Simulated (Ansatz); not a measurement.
## Geometry relaxation, with input and output: HfSi2 (part 2 of 2)

The same run, continued: HfSi2 (Cmcm, 6 atoms in the cell); DFT LDA, scalar-relativistic, plane waves, PAW, no spin polarisation (Ansatz 0.2.0); cutoff 420 eV, 10×10×10 k-mesh, Gaussian smearing of 0.1 eV. The structure derives from a Materials Project entry.

Geometry of the input (Å; fractional positions):
```
1.8234  -7.2959  0.0000
1.8234  7.2959  0.0000
0.0000  0.0000  3.6486
Hf 0.8943  0.1057  0.2500
Hf 0.1057  0.8943  0.7500
Si 0.2502  0.7498  0.2500
Si 0.7498  0.2502  0.7500
Si 0.4472  0.5528  0.7500
Si 0.5528  0.4472  0.2500
```

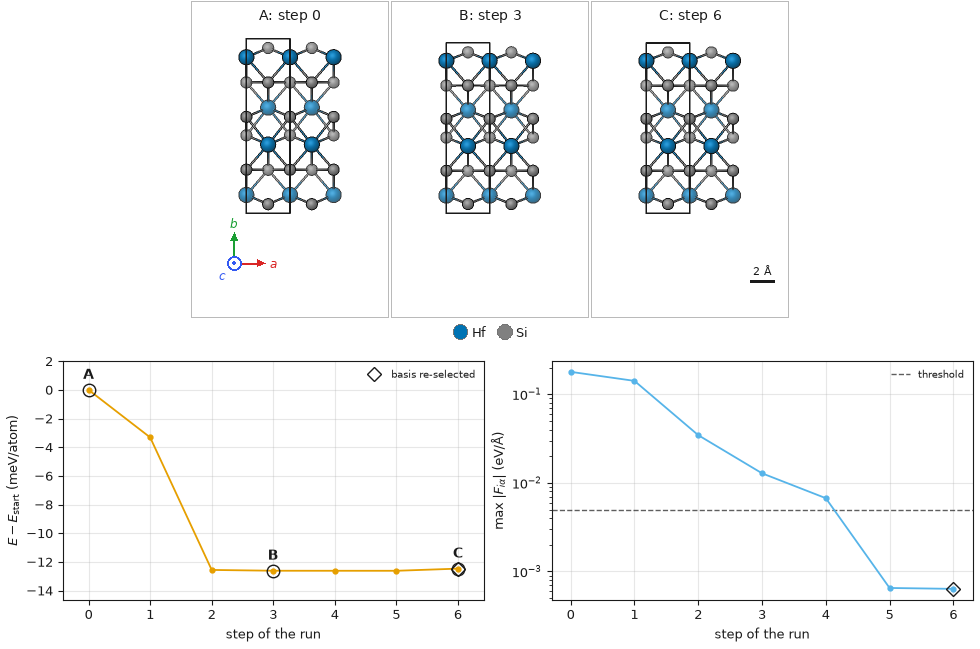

**Figure 1.** Frames of the relaxation (ball-and-stick view of the cell 2 times as large as that of the calculation, set on its symmetry axes, repeated 2 × 1 × 1, along the c axis) above the curves, on which the letters mark them (the first geometry is step 0 here and step 1 in the log).

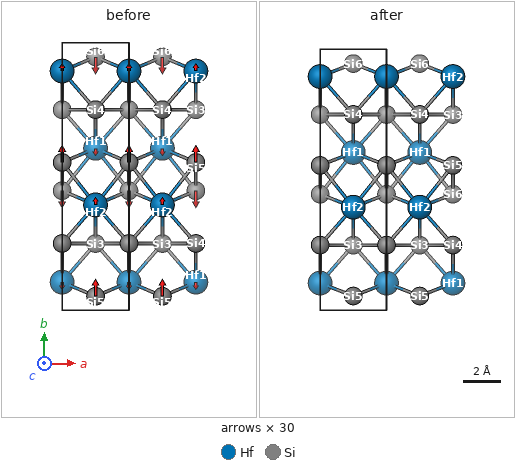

**Figure 2.** Before (left) and after (right) the relaxation, at one scale (ball-and-stick view of the cell 2 times as large as that of the calculation, set on its symmetry axes, repeated 2 × 1 × 1, along the c axis). The red arrows give the displacements (without the part carried along by the change of the cell), magnified 30 times. The largest moves relative to the cell, 0.033 Å, are those of Si5 and Si6. By element the largest moves are Si 0.033 Å, Hf 0.015 Å. Cell: a 3.647 → 3.620 Å (−0.7 %), b 14.592 → 14.242 Å (−2.4 %), c 3.649 → 3.612 Å (−1.0 %). Volume −4.1 %. Among the contacts that change: Hf1–Si5 2.692 → 2.653 Å, Hf1–Si4 2.788 → 2.748 Å, Hf1–Si6 2.946 → 2.908 Å, Hf1–Si3 2.783 → 2.747 Å. The space group stays Cmcm (No. 63). After 5 geometry steps the energy has fallen by 12.6 meV per atom. The largest force component goes from 0.18 to 0.00064 eV/Å. The pressure goes from −5.24 to −0.01 GPa. A last SCF at the same geometry on a re-selected plane-wave basis shifts the energy by +0.1 meV per atom. (Atoms are counted from 1 in the order of the input.)

```
basis re-selected at this cell: Δ(F+E_penalty+E_count) = +8.986e-4 eV, ΔP = -0.013 GPa vs the last step (what re-selecting the basis moved, of the pressure what is left beyond the Pulay correction that the steps carried, after the strain that the cell walked since its last selection, with what the two solves' SCF thresholds leave and, on support functions, any second-order correction that the steps lacked; it is no measure of the basis error at this ecutwfc). The dense FFT grid was sized anew with the basis: this SCF ran on 25×50×25 points, the steps before it on 25×54×25, so part of this shift can come from that change (see relax.cell in the input reference). This SCF's stress stands 1.93e-2 GPa from its target on what of the cell is left free (relax.cell.stress_tol is 5.00e-2 GPa) and its largest allowed force component is 6.36e-4 eV/Å (relax.f_tol is 5.00e-3 eV/Å): within both
SCF converged after 5 iterations
Free energy (F): -33392.328504 eV
Harris-Foulkes:  -33392.328504 eV  (|F-HF|=2.18e-11)
Internal energy: -33392.322149 eV  (E = F + TS)
E sigma→0 (E₀):  -33392.325326 eV
Entropy (-TS):   -0.006355 eV (-1.059 meV/atom)
Fermi energy:    16.155592 eV
--- Per-component energies (eV) ---
  E_band       = 30.620525
  E_kinetic    = 1027.294372
  E_local      = -12934.755102  (includes V_loc(G=0)·N_el)
  E_nonlocal   = -2358.113503
  E_hartree    = 6105.678610
  E_xc         = -822.890192
  E_vxc        = -733.095079  (∫ρ·V_xc dr)
  E_paw        = -15316.078815  (= ΣΔE_a)
  E_vpaw       = 2817.932895  (= ΣTr[D̂ρ^β])
  E_aug_tail   = 0.000020  (compensation charges beyond the density's cutoff)
  E_ewald      = -9098.709346
  E_core_change = 5.251808  (= ΣΔE_core)
  E_smearing   = -0.006355  (= −TS)
  E_closure    = -0.000000  (closes the sum)
  Σ components = -33392.328504   (vs F -33392.328504, Δ=0.00e0)
--- Forces (eV/Å), atoms counted from 1 ---
  atom   1  Hf    -0.00000000    -0.00063620    -0.00000000
  atom   2  Hf     0.00000000     0.00063620     0.00000000
  atom   3  Si     0.00000000    -0.00001046    -0.00000000
  atom   4  Si    -0.00000000     0.00001046     0.00000000
  atom   5  Si     0.00000000    -0.00058036    -0.00000000
  atom   6  Si    -0.00000000     0.00058036     0.00000000
  max |Σ_I F_I| component: 2.43e-17 eV/Å
--- Stress (GPa, compression-positive) ---
       -0.005169      -0.000000       0.000000
       -0.000000      -0.019298       0.000000
        0.000000       0.000000      -0.017110
  P = ⅓ Tr σ = -0.0139 GPa (-0.139 kbar)
--- Band table (eV; the first three rows and the last of 186) ---
  k-point 0: bands = ["-45.6522", "-45.6461", "-14.5261", "-14.4153", "-14.3941", "-14.3771", "-14.3704", "-14.3373", "3.1431", "4.2762", "4.2886", "4.2906", "4.2933", "4.2964", "4.2971", "4.2983", "4.3022", "4.3052", "4.3071", "4.3099", "4.3100", "4.3176", "4.3241", "5.3448", "7.3987", "12.2205", "12.8780", "12.9767", "13.1449", "13.4537", "13.6036", "13.6188", "13.6318", "16.2512", "17.3454", "17.4141", "17.8565", "18.0098", "18.2618", "18.7352", "18.7538"]
  k-point 1: bands = ["-45.6517", "-45.6458", "-14.5221", "-14.4134", "-14.3988", "-14.3932", "-14.3644", "-14.3516", "3.2714", "4.2776", "4.2878", "4.2913", "4.2939", "4.2966", "4.2969", "4.2979", "4.3034", "4.3052", "4.3058", "4.3103", "4.3115", "4.3172", "4.3224", "5.4329", "7.5438", "11.4442", "12.0808", "13.0576", "13.2103", "13.4864", "13.6274", "13.7454", "14.2484", "16.6870", "16.7624", "17.2283", "17.3896", "17.8879", "18.3436", "18.9107", "19.3544"]
  k-point 2: bands = ["-45.6503", "-45.6453", "-14.5123", "-14.4386", "-14.4084", "-14.3911", "-14.3869", "-14.3662", "3.6474", "4.2823", "4.2851", "4.2917", "4.2938", "4.2968", "4.2969", "4.2989", "4.3034", "4.3068", "4.3069", "4.3111", "4.3147", "4.3161", "4.3199", "5.6968", "7.9561", "10.1168", "10.8276", "13.1377", "13.3805", "13.5614", "13.5985", "13.9360", "14.9816", "15.9401", "16.4908", "16.9134", "17.4950", "17.6496", "18.9663", "19.0943", "19.5287"]
  k-point 185: bands = ["-45.6454", "-45.6454", "-14.5353", "-14.5353", "-14.4030", "-14.4030", "-14.3904", "-14.3904", "4.2745", "4.2745", "4.2889", "4.2889", "4.2983", "4.2983", "4.2997", "4.2997", "4.3113", "4.3113", "4.3145", "4.3145", "4.3168", "4.3168", "6.4397", "6.4397", "6.9181", "6.9181", "11.9298", "11.9298", "12.8534", "12.8534", "13.7483", "13.7483", "15.1489", "15.1489", "16.2725", "16.2725", "18.7006", "18.7006", "19.3868", "19.3868", "19.5415"]
--- Relaxed structure (6 steps of the walk, 6 accepted, 1 SCFs on fresh bases) ---
  F+E_penalty+E_count = -33392.32850418 eV   max|allowed force component| = 6.362e-4 eV/Å   (the final SCF, on the basis selected at the relaxed cell)
  cell:  # Å, volume = 93.1097 Å³
    - [1.810177022428978, -7.120853747606212, 0.0]
    - [1.810177022428978, 7.120853747606212, 0.0]
    - [0.0, 0.0, 3.6117017061972847]
  atoms:
    - { symbol: Hf, position: [0.8952981981092742, 0.10470180189072575, 0.25000000000000006] }
    - { symbol: Hf, position: [0.10470180189072575, 0.8952981981092742, 0.7500000000000002] }
    - { symbol: Si, position: [0.2501801378344882, 0.7498198621655118, 0.25000000000000006] }
    - { symbol: Si, position: [0.7498198621655118, 0.2501801378344882, 0.7500000000000002] }
    - { symbol: Si, position: [0.44488581584614106, 0.5551141841538592, 0.7500000000000002] }
    - { symbol: Si, position: [0.5551141841538592, 0.44488581584614106, 0.25000000000000006] }
```

**Trajectory as extended XYZ (Å, eV, eV/Å), 7 frames, from step=1 to step=7**
```
6
Lattice="1.8234 -7.2959 0.0000 1.8234 7.2959 0.0000 0.0000 0.0000 3.6486" Properties=species:S:1:pos:R:3:forces:R:3 step=1 energy=-33392.25372 pressure_GPa=-5.24
Hf    1.8234   -5.7530    0.9122    0.0000  -0.0050   0.0000
Hf    1.8234    5.7530    2.7365    0.0000   0.0050   0.0000
Si    1.8234    3.6449    0.9122    0.0000   0.0089   0.0000
Si    1.8234   -3.6449    2.7365    0.0000  -0.0089   0.0000
Si    1.8234    0.7709    2.7365    0.0000   0.1791   0.0000
Si    1.8234   -0.7709    0.9122    0.0000  -0.1791   0.0000
6
Lattice="1.8037 -6.9406 0.0000 1.8037 6.9406 0.0000 0.0000 0.0000 3.5923" Properties=species:S:1:pos:R:3:forces:R:3 step=2 energy=-33392.27359 pressure_GPa=5.05
Hf    1.8037   -5.4957    0.8981    0.0000  -0.1416   0.0000
Hf    1.8037    5.4957    2.6943    0.0000   0.1416   0.0000
Si    1.8037    3.4676    0.8981    0.0000  -0.0020   0.0000
Si    1.8037   -3.4676    2.6943    0.0000   0.0020   0.0000
Si    1.8037    0.7807    2.6943    0.0000   0.0457   0.0000
Si    1.8037   -0.7807    0.8981    0.0000  -0.0457   0.0000
6
Lattice="1.8103 -7.1315 0.0000 1.8103 7.1315 0.0000 0.0000 0.0000 3.6133" Properties=species:S:1:pos:R:3:forces:R:3 step=3 energy=-33392.32905 pressure_GPa=-0.25
Hf    1.8103   -5.6379    0.9033    0.0000   0.0121   0.0000
Hf    1.8103    5.6379    2.7100    0.0000  -0.0121   0.0000
Si    1.8103    3.5631    0.9033    0.0000   0.0022   0.0000
Si    1.8103   -3.5631    2.7100    0.0000  -0.0022   0.0000
Si    1.8103    0.7819    2.7100    0.0000   0.0346   0.0000
Si    1.8103   -0.7819    0.9033    0.0000  -0.0346   0.0000
6
Lattice="1.8100 -7.1221 0.0000 1.8100 7.1221 0.0000 0.0000 0.0000 3.6116" Properties=species:S:1:pos:R:3:forces:R:3 step=4 energy=-33392.32938 pressure_GPa=0.01
Hf    1.8100   -5.6304    0.9029    0.0000  -0.0039   0.0000
Hf    1.8100    5.6304    2.7087    0.0000   0.0039   0.0000
Si    1.8100    3.5585    0.9029    0.0000   0.0004   0.0000
Si    1.8100   -3.5585    2.7087    0.0000  -0.0004   0.0000
Si    1.8100    0.7837    2.7087    0.0000   0.0128   0.0000
Si    1.8100   -0.7837    0.9029    0.0000  -0.0128   0.0000
6
Lattice="1.8104 -7.1202 0.0000 1.8104 7.1202 0.0000 0.0000 0.0000 3.6117" Properties=species:S:1:pos:R:3:forces:R:3 step=5 energy=-33392.32940 pressure_GPa=-0.01
Hf    1.8104   -5.6297    0.9029    0.0000   0.0067   0.0000
Hf    1.8104    5.6297    2.7088    0.0000  -0.0067   0.0000
Si    1.8104    3.5573    0.9029    0.0000   0.0015   0.0000
Si    1.8104   -3.5573    2.7088    0.0000  -0.0015   0.0000
Si    1.8104    0.7852    2.7088    0.0000  -0.0030   0.0000
Si    1.8104   -0.7852    0.9029    0.0000   0.0030   0.0000
6
Lattice="1.8102 -7.1209 0.0000 1.8102 7.1209 0.0000 0.0000 0.0000 3.6117" Properties=species:S:1:pos:R:3:forces:R:3 step=6 energy=-33392.32940 pressure_GPa=-0.00
Hf    1.8102   -5.6297    0.9029    0.0000  -0.0006   0.0000
Hf    1.8102    5.6297    2.7088    0.0000   0.0006   0.0000
Si    1.8102    3.5579    0.9029    0.0000   0.0000   0.0000
Si    1.8102   -3.5579    2.7088    0.0000   0.0000   0.0000
Si    1.8102    0.7849    2.7088    0.0000  -0.0007   0.0000
Si    1.8102   -0.7849    0.9029    0.0000   0.0007   0.0000
6
Lattice="1.8102 -7.1209 0.0000 1.8102 7.1209 0.0000 0.0000 0.0000 3.6117" Properties=species:S:1:pos:R:3:forces:R:3 step=7 energy=-33392.32850 pressure_GPa=-0.01
Hf    1.8102   -5.6297    0.9029    0.0000  -0.0006   0.0000
Hf    1.8102    5.6297    2.7088    0.0000   0.0006   0.0000
Si    1.8102    3.5579    0.9029    0.0000   0.0000   0.0000
Si    1.8102   -3.5579    2.7088    0.0000   0.0000   0.0000
Si    1.8102    0.7849    2.7088    0.0000  -0.0006   0.0000
Si    1.8102   -0.7849    0.9029    0.0000   0.0006   0.0000
```

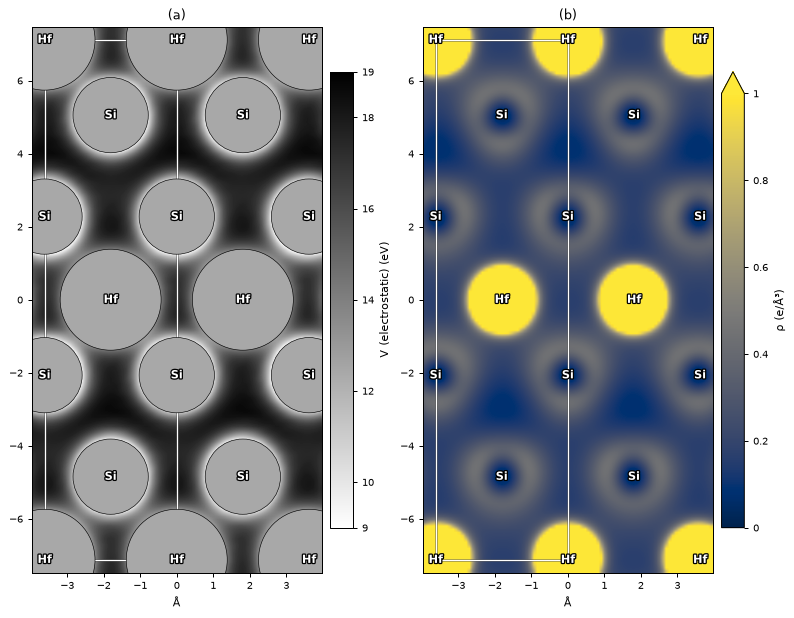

**Figure 3.** (a) electrostatic potential (local pseudopotential plus Hartree) felt by an electron; (b) valence pseudo-density on the (001) plane of the conventional cell. Grey discs, where drawn, cover atomic cores. The section cuts through Hf and Si sites. Hf–Si (2.75 Å): ρ is about 0.31 e/Å³ halfway. Hf–Si (2.91 Å): ρ is about 0.24 e/Å³ halfway. Away from the nuclei the density in this plane falls to 0.08 e/Å³ at its lowest. Outside the cores the potential energy rises away from the atoms and is highest about 1.8 Å from the nearest atoms; outside the discs it spans about 9 eV, and its zero is arbitrary. Core electrons are frozen (PAW), so the fields are smoothed inside the atomic spheres.

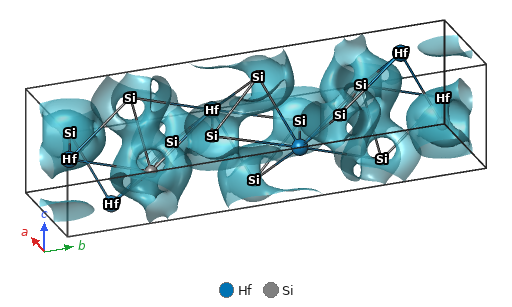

**Figure 4.** Isosurface of the ELF at 0.65 (cyan), seen at an oblique angle. Core shells and regions of very low density are left out. Sticks mark near contacts. The outline is the cell set on symmetry axes. Profiles from the grid: Si–Si (2.39 Å): the ELF peaks at about 0.70 between the atoms. Hf–Si (2.65 Å): the ELF is about 0.35 at the midpoint (a polar contact without a shared pair, in a metal).

**Summary**

| quantity | value |
| --- | --- |
| outcome | converged |
| space group (tolerance 0.01 Å) | Cmcm (63) |
| electrons treated | 68 |
| free energy | −33392.3285 eV |
| Fermi energy | 16.156 eV |
| gap on the k-point mesh | none (metallic) |
| pressure | −0.01 GPa |
| final volume | 93.11 Å³ |
| largest force (length of the vector) at the end | 0.001 eV/Å |
| final cell | a = 7.347 Å, b = 7.347 Å, c = 3.612 Å, α = 90.00°, β = 90.00°, γ = 151.47° |
| wall time | 36 s (CPU time 2.3 min) |
| peak memory | 0.85 GiB |

**Remarks**

Spin–orbit coupling is left out, which matters for Hf.
